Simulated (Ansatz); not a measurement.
The Ansatz input:

```
crystal:
  lattice:
    - [5.4313155574, 0.0, 0.0]
    - [-2.7156577787, 4.7036572487, 0.0]
    - [0.0, 0.0, 23.6519758739]
  atoms:
    - { symbol: Ir, position: [0.3333333333, 0.1666666667, 0.3593780091] }
    - { symbol: Ir, position: [0.3333333333, 0.6666666667, 0.3593780091] }
    - { symbol: Ir, position: [0.8333333333, 0.1666666667, 0.3593780091] }
    - { symbol: Ir, position: [0.8333333333, 0.6666666667, 0.3593780091] }
    - { symbol: Ir, position: [0.6666666667, 0.3333333333, 0.453126003] }
    - { symbol: Ir, position: [0.6666666667, 0.8333333333, 0.453126003] }
    - { symbol: Ir, position: [0.1666666667, 0.3333333333, 0.453126003] }
    - { symbol: Ir, position: [0.1666666667, 0.8333333333, 0.453126003] }
    - { symbol: Ir, position: [0.0, 0.5, 0.546873997] }
    - { symbol: Ir, position: [0.0, 0.0, 0.546873997] }
    - { symbol: Ir, position: [0.5, 0.5, 0.546873997] }
    - { symbol: Ir, position: [0.5, 0.0, 0.546873997] }
    - { symbol: Ir, position: [0.3333333333, 0.6666666667, 0.6406219909] }
    - { symbol: Ir, position: [0.3333333333, 0.1666666667, 0.6406219909] }
    - { symbol: Ir, position: [0.8333333333, 0.6666666667, 0.6406219909] }
    - { symbol: Ir, position: [0.8333333333, 0.1666666667, 0.6406219909] }
basis:
  ecutwfc: 420
kpoints:
  mp_grid: { grid: [6, 6, 1] }
hamiltonian:
  xc: pbe
  dispersion: d3bj
scf:
  occupations: { method: gaussian, width: 0.1 }
output:
  forces: true
  eigenvalues: true
  write_density: true
  write_potential: true
  elf: true
  volumetric_format: npy
relax:
  adjacent_minimum: "off"
  f_tol: 0.03
  max_steps: 70
  constraints: [{ sites: [0, 1, 2, 3, 4, 5, 6, 7] }]
efield:
  axis: 3
  dipole_correction: true
  ramp_width: 0.04
```

Command:
```bash
ansatz run input.yaml --threads 4 --pin off --max-ram 12288MiB --backend cpu --events-out ev --progress --plain --runs-dir out
```

What does the potential across the slab give for the work function?

The work function is 5.43 eV, the same on both faces. The two vacuum levels agree, so the slab has no net dipole along its normal. The outermost atoms are 6.6 Å apart, which leaves 17.1 Å of vacuum in a cell 23.7 Å high.

Spin-orbit coupling is left out, which matters for Ir.

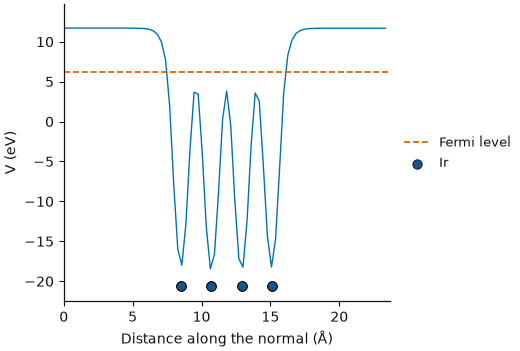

Plane-averaged electrostatic potential energy of an electron across the slab; circles at the bottom mark the heights of the atoms (positions after relaxation).
